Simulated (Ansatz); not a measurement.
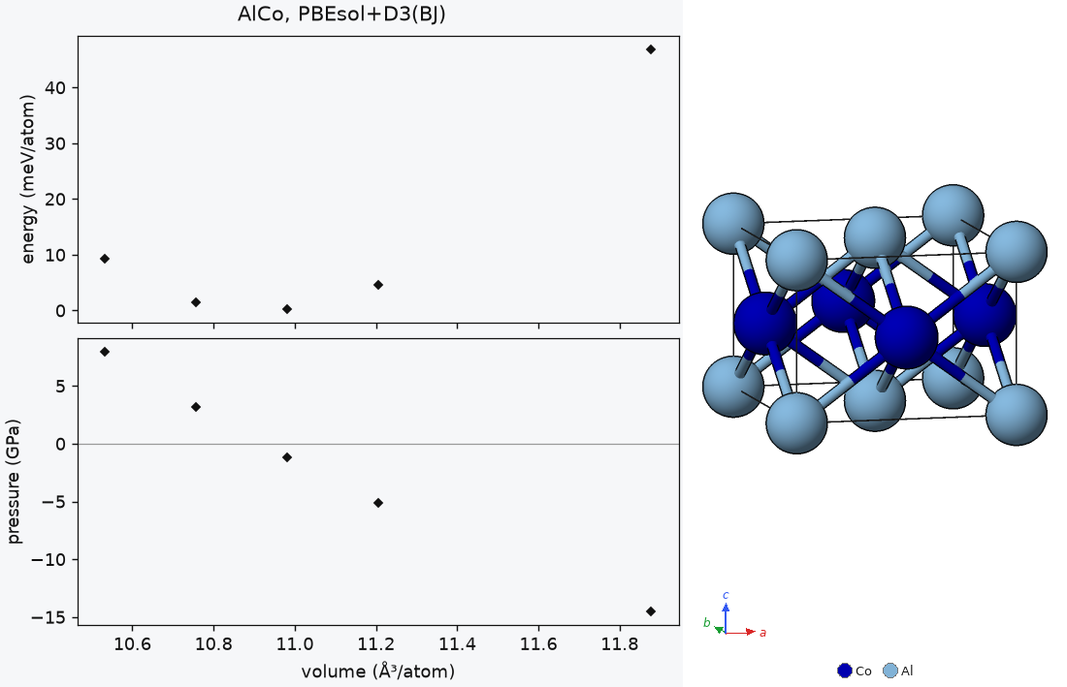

The figure shows the energy and pressure against volume for AlCo, space group C2/m (No. 12). The conventional cell is drawn beside the plot.

Starting cell:
```cif
data_structure
_symmetry_space_group_name_H-M 'P 1'
_symmetry_Int_Tables_number 1
_cell_length_a 2.8239
_cell_length_b 2.8139
_cell_length_c 2.8234
_cell_angle_alpha 87.393
_cell_angle_beta 89.839
_cell_angle_gamma 90.286
_cell_volume 22.41
loop_
_atom_site_label
_atom_site_type_symbol
_atom_site_fract_x
_atom_site_fract_y
_atom_site_fract_z
_atom_site_occupancy
Co1 Co 0.50000 0.50000 0.50000 1
Al1 Al 0.00000 0.00000 0.00000 1
```

Computed with Ansatz 0.2.0: all-electron LAPW DFT, collinear spins; energies at scaled volumes of the given cell, shape and fractions fixed, counted from the fit's minimum, third-order Birch-Murnaghan fit. Level: PBEsol with D3(BJ), collinear spin.

- k mesh: 9×9×9
- occupations: Fermi–Dirac
- smearing width: 0.02 eV
- potentials: all electron LAPW, scalar relativistic
- program settings: basis error eV/atom 0.001

The points at volume 11.43 Å³/atom and 11.65 Å³/atom are left out of the plot. What values does the calculation give there?

```csv
volume (Å³/atom),energy (meV/atom),pressure (GPa)
11.43,14.25,-8.58
11.65,28.49,-11.72
```

Note: the program warns: seeded moment not kept; shape and atomic fractions are frozen while scaling, which makes layered, chain and framework solids too stiff.
